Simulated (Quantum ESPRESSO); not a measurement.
# CdSe (F-43m): a mode Grüneisen parameter, worked out

Wanted: a fit of frequency against volume for CdSe (F-43m), tested on a run that is left out of it.

Calculated with Quantum ESPRESSO 7.5; DFT LDA, scalar-relativistic, plane waves, GBRV ultrasoft pseudopotentials.

## Step 1: The relaxed structure

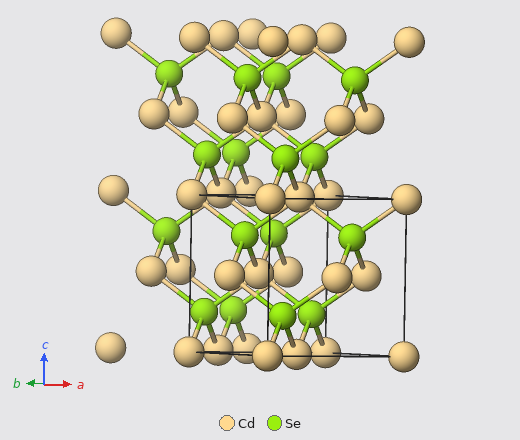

Start, viewed slightly off an axis; cadmium orange, selenium green. 1×2×2 cells are drawn. This picture shows the conventional cell, with its axes. Bonds to atoms that aren't drawn are left out. Some periodic images of atoms are drawn too.

This is the cell after its relaxation at this level of theory, not the database cell from which that began.

## Step 2: Runs at several volumes

The relaxed cell is scaled uniformly; in this structure symmetry fixes all atoms, so nothing has to be relaxed anew. Each volume gets a ground state and a response at Γ. The mode followed is the highest one without the macroscopic field, of symmetry T2; longitudinal polar modes lie higher. Cutoff 50 Ry, k mesh 10×10×10.

From the response at V/V₀ = 0.94:

What it wrote:

```text
[banners, grids, parts of the stress and lines that vanish by symmetry left out]
Program PHONON v.7.5
     Reading xml data from directory:

[...]
Exchange-correlation= PZ
                           (   1   1   0   0   0   0   0)
[...]
kinetic-energy cut-off    =      50.0000  Ry
     charge density cut-off    =     400.0000  Ry
     convergence threshold     =      1.0E-18
[...]
Exchange-correlation= PZ
                           (   1   1   0   0   0   0   0)
[...]
q = (   0.0000000   0.0000000   0.0000000 )
     25 Sym.Ops. (with q -> -q+G )
     G cutoff = 1248.5546  (  45911 G-vectors)     FFT grid: ( 50, 50, 50)
     G cutoff =  624.2773  (  16361 G-vectors)  smooth grid: ( 36, 36, 36)
     number of k points=    47
[...]
Mode symmetry, T_d (-43m)  point group:
[...]
Dielectric constant
[...]
End of electric fields calculation
          Dielectric constant in cartesian axis
          (      12.795392714      -0.000000000      -0.000000000 )
          (      -0.000000000      12.795392714       0.000000000 )
          (      -0.000000000       0.000000000      12.795392714 )
          Effective charges (d Force / dE) in cartesian axis without acoustic sum rule applied (asr)
           atom    1  Cd    Mean Z*:        2.18606
      Ex  (        2.18606       -0.00000        0.00000 )
      Ey  (        0.00000        2.18606        0.00000 )
      Ez  (       -0.00000       -0.00000        2.18606 )
           atom    2  Se    Mean Z*:       -2.21826
      Ex  (       -2.21826       -0.00000        0.00000 )
      Ey  (       -0.00000       -2.21826        0.00000 )
      Ez  (        0.00000        0.00000       -2.21826 )
          Effective charges Sum: Mean:       -0.03219
[...]
Effective charges (d Force / dE) in cartesian axis with asr applied:
           atom    1  Cd    Mean Z*:        2.20216
[...]
atom    2  Se    Mean Z*:       -2.20216
[...]
Representation #   1 modes #   1   2   3
[...]
End of self-consistent calculation
     Convergence has been achieved
     Representation #   2 modes #   4   5   6
[...]
End of self-consistent calculation
     Convergence has been achieved
[...]
Dielectric constant in cartesian axis
          (      12.795392714      -0.000000000      -0.000000000 )
          (      -0.000000000      12.795392714       0.000000000 )
          (      -0.000000000       0.000000000      12.795392714 )
          Effective charges (d Force / dE) in cartesian axis without acoustic sum rule applied (asr)
           atom    1  Cd    Mean Z*:        2.18606
      Ex  (        2.18606       -0.00000        0.00000 )
      Ey  (        0.00000        2.18606        0.00000 )
      Ez  (       -0.00000       -0.00000        2.18606 )
           atom    2  Se    Mean Z*:       -2.21826
      Ex  (       -2.21826       -0.00000        0.00000 )
      Ey  (       -0.00000       -2.21826        0.00000 )
      Ez  (        0.00000        0.00000       -2.21826 )
          Effective charges Sum: Mean:       -0.03219
[...]
Effective charges (d Force / dE) in cartesian axis with asr applied:
           atom    1  Cd    Mean Z*:        2.20216
[...]
atom    2  Se    Mean Z*:       -2.20216
[...]
q = (    0.000000000   0.000000000   0.000000000 )
[...]
freq (    1) =      -0.202202 [THz] =      -6.744739 [cm-1]
     freq (    2) =      -0.202202 [THz] =      -6.744739 [cm-1]
     freq (    3) =      -0.202202 [THz] =      -6.744739 [cm-1]
     freq (    4) =       5.948875 [THz] =     198.433094 [cm-1]
     freq (    5) =       5.948875 [THz] =     198.433094 [cm-1]
     freq (    6) =       5.948875 [THz] =     198.433094 [cm-1]
[...]
Mode symmetry, T_d (-43m)  point group:
     freq (   1-   3) =         -6.7  [cm-1]   --> T_2  G_15 P_4   I+R
     freq (   4-   6) =        198.4  [cm-1]   --> T_2  G_15 P_4   I+R

   JOB DONE.
```

One volume, V/V₀ = 0.97, is held back as a test.

```tsv
V/V₀	volume (Å³/atom)	pressure (GPa)	ω (cm⁻¹)
0.94	25.338	4.60	198.43
0.97	26.147	2.25	held back
1	26.955	0.27	178.26
1.03	27.764	-1.40	168.94
1.06	28.573	-2.81	160.22
```

## Step 3: The fit

The mode Grüneisen parameter is γ = −d ln ω / d ln V.

```tsv
ln(V/V₀)	ln ω
-0.0619	5.2904
0.0000	5.1832
0.0296	5.1295
0.0583	5.0765
```

A straight line through these points has the slope -1.777, so γ = 1.78; at V/V₀ = 0.97 it predicts ω = exp(5.1815 + 0.0541) = 187.84 cm⁻¹.

A parabola of pressure against ln V through V/V₀ = 0.97, 1 and 1.03 gives the bulk modulus B = −dP/d ln V = 61 GPa at V₀. With ω₀ from the fitted line the pressure coefficient follows as dω/dP = γ ω₀ / B = 1.78 × 177.9 / 61 = 5.21 cm⁻¹/GPa.

## Step 4: The run that was held back

What it wrote:

```text
[banners, grids, parts of the stress and lines that vanish by symmetry left out]
[banner, memory and clock lines left out]
Program PHONON v.7.5

[...]
Exchange-correlation= PZ
                           (   1   1   0   0   0   0   0)
[...]
kinetic-energy cut-off    =      50.0000  Ry
     charge density cut-off    =     400.0000  Ry
     convergence threshold     =      1.0E-18
[...]
Exchange-correlation= PZ
                           (   1   1   0   0   0   0   0)
[...]
q = (   0.0000000   0.0000000   0.0000000 )
     25 Sym.Ops. (with q -> -q+G )
     G cutoff = 1274.9802  (  47591 G-vectors)     FFT grid: ( 54, 54, 54)
     G cutoff =  637.4901  (  16865 G-vectors)  smooth grid: ( 36, 36, 36)
     number of k points=    47
[...]
Mode symmetry, T_d (-43m)  point group:
[...]
Dielectric constant
[...]
End of electric fields calculation
          Dielectric constant in cartesian axis
          (      14.847436571      -0.000000000       0.000000000 )
          (       0.000000000      14.847436571      -0.000000000 )
          (       0.000000000      -0.000000000      14.847436571 )
          Effective charges (d Force / dE) in cartesian axis without acoustic sum rule applied (asr)
           atom    1  Cd    Mean Z*:        2.24704
      Ex  (        2.24704        0.00000       -0.00000 )
      Ey  (        0.00000        2.24704        0.00000 )
      Ez  (        0.00000        0.00000        2.24704 )
           atom    2  Se    Mean Z*:       -2.28362
      Ex  (       -2.28362        0.00000        0.00000 )
[...]
Representation #   1 modes #   1   2   3
[...]
End of self-consistent calculation
     Convergence has been achieved
     Representation #   2 modes #   4   5   6
[...]
End of self-consistent calculation
     Convergence has been achieved
[...]
Dielectric constant in cartesian axis
          (      14.847436571      -0.000000000       0.000000000 )
          (       0.000000000      14.847436571      -0.000000000 )
          (       0.000000000      -0.000000000      14.847436571 )
          Effective charges (d Force / dE) in cartesian axis without acoustic sum rule applied (asr)
           atom    1  Cd    Mean Z*:        2.24704
      Ex  (        2.24704        0.00000       -0.00000 )
      Ey  (        0.00000        2.24704        0.00000 )
      Ez  (        0.00000        0.00000        2.24704 )
           atom    2  Se    Mean Z*:       -2.28362
      Ex  (       -2.28362        0.00000        0.00000 )
      Ey  (        0.00000       -2.28362        0.00000 )
      Ez  (       -0.00000       -0.00000       -2.28362 )
          Effective charges Sum: Mean:       -0.03658
[...]
Effective charges (d Force / dE) in cartesian axis with asr applied:
           atom    1  Cd    Mean Z*:        2.26533
[...]
atom    2  Se    Mean Z*:       -2.26533
[...]
q = (    0.000000000   0.000000000   0.000000000 )
[...]
freq (    1) =      -0.196753 [THz] =      -6.562974 [cm-1]
     freq (    2) =      -0.196753 [THz] =      -6.562974 [cm-1]
     freq (    3) =      -0.196753 [THz] =      -6.562974 [cm-1]
     freq (    4) =       5.638064 [THz] =     188.065588 [cm-1]
     freq (    5) =       5.638064 [THz] =     188.065588 [cm-1]
     freq (    6) =       5.638064 [THz] =     188.065588 [cm-1]
[...]
Mode symmetry, T_d (-43m)  point group:
     freq (   1-   3) =         -6.6  [cm-1]   --> T_2  G_15 P_4   I+R
     freq (   4-   6) =        188.1  [cm-1]   --> T_2  G_15 P_4   I+R
```

It gives 188.07 cm⁻¹ against the predicted 187.84 cm⁻¹, a miss of 0.2 cm⁻¹.

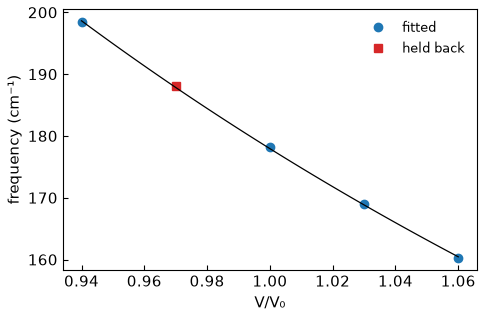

Frequency against volume, with the power-law fit.

## Step 5: Outcome

```json
{"mode Grüneisen parameter": "1.777", "bulk modulus": "60.7 GPa", "pressure coefficient": "5.21 cm⁻¹/GPa"}
```

What this shows: The highest optical mode of CdSe (F-43m) without the LO-TO term stiffens by 5.21 cm⁻¹ a GPa near the relaxed volume, with γ = 1.78. The power law meets all 5 runs within 0.18 %; between neighbouring volumes γ runs from 1.71 to 1.85. Such a coefficient turns a measured shift of this mode into a hydrostatic stress; uniaxial or biaxial stress splits the mode and needs deformation potentials. These are harmonic values at zero temperature for the structure held cubic, which a run at Γ can't show to be stable; the bulk modulus rests on three points.

[Host names and launcher messages were left out of these logs when they were recorded.]

[Logs are printed without paths, hosts, clocks, repeated set-up lines and the standing remarks that a program may print on its own settings, such as how far it seeks lower states.]

[Hosts, paths, dates, database ids (printed as entryN), source tags and the programs' standing remarks are cut or masked in the printed files.]
